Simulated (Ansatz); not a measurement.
**Si$_{5}$Ge: density, localisation and related maps**

The calculation's input:

```
crystal:
  lattice:
    - [3.8979860081, 0.0, 0.0]
    - [-1.948993004, 3.3757549066, 0.0]
    - [0.0, 0.0, 9.5454738086]
  atoms:
    - { symbol: Si, position: [0.0, 0.0, 0.2539369091] }
    - { symbol: Si, position: [0.6666666667, 0.3333333333, 0.3350868105] }
    - { symbol: Si, position: [0.3333333333, 0.6666666667, 0.9125515693] }
    - { symbol: Si, position: [0.6666666667, 0.3333333333, 0.5834633574] }
    - { symbol: Si, position: [0.3333333333, 0.6666666667, 0.6650365628] }
    - { symbol: Ge, position: [0.0, 0.0, 0.9999247909] }
basis:
  ecutwfc: 420
kpoints:
  mp_grid: { grid: [12, 12, 4] }
hamiltonian:
  xc: pbe
scf:
  occupations: { method: gaussian, width: 0.02 }
output:
  forces: true
  stress: true
  eigenvalues: true
  write_density: true
  write_potential: true
  elf: true
  volumetric_format: npy
relax:
  adjacent_minimum: "off"
  f_tol: 0.01
  max_steps: 80
  cell: { stress_tol: 0.05 }
```

Command:

```sh
ansatz run input.yaml --threads 1 --pin off --max-ram 2560MiB --backend cpu --events-out ev --progress --plain --runs-dir out
```

Below, planes, directions and counts refer to the conventional cell (a = 3.90 Å, b = 3.90 Å, c = 9.55 Å, α = 90.00°, β = 90.00°, γ = 120.00°).

Space group P3m1; a generated structure, not necessarily the stable one.

Computed with DFT PBE, scalar-relativistic, plane waves, PAW (Ansatz).

The density is the valence pseudo-density of a PAW calculation; it isn't the true density close to the nuclei.

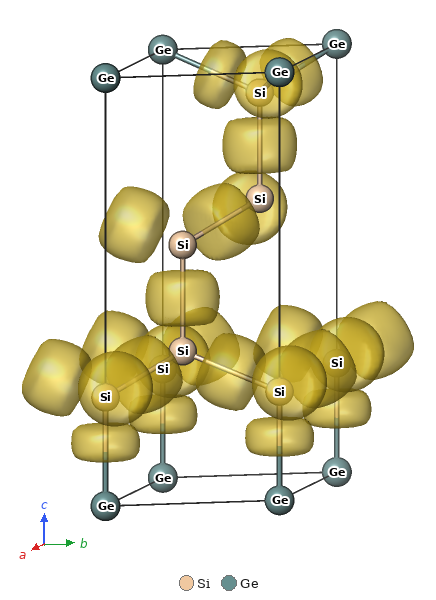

Figure 1. Isosurface of the ELF at 0.7 (yellow), seen slightly off an axis. Core shells and regions of very low density are left out. Sticks mark near contacts.

**Identify the bonds, lone pairs and shells in this picture.**

The ELF exceeds this value in four regions between bonded Ge–Si atoms (shared pairs) and eight regions between bonded Si–Si atoms (shared pairs), counted in one cell of 6 atoms. Regions shared between cells count once. Profiles from the grid: Si–Si (2.36 Å): the ELF peaks at about 0.95 between the atoms, as expected for a shared electron pair. Si–Ge (2.40 Å): the ELF peaks at about 0.95 between the atoms (a shared electron pair).

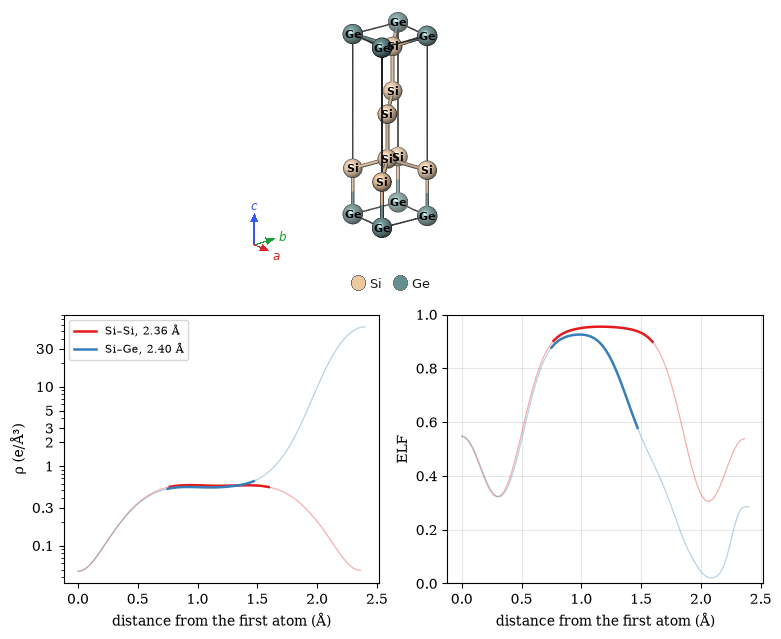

Figure 2. Valence pseudo-density and ELF along straight lines between neighbouring atoms. Thin, pale parts lie inside the atomic spheres. The structure is drawn too.

**What kind of bonding do the profiles show?**

Si–Si (2.36 Å): ρ is about 0.57 e/Å³ halfway; the ELF peaks at about 0.95 between the atoms, as expected for localised, covalent bonding.
Si–Ge (2.40 Å): ρ is about 0.54 e/Å³ halfway; the ELF peaks at about 0.95 between the atoms; a covalent bond.

**Does the calculation make it a metal, or give it a gap?**

It is gapped, with a Kohn–Sham gap of 0.60 eV on the k-point mesh (the band edges may lie off the mesh, which would make the gap smaller).
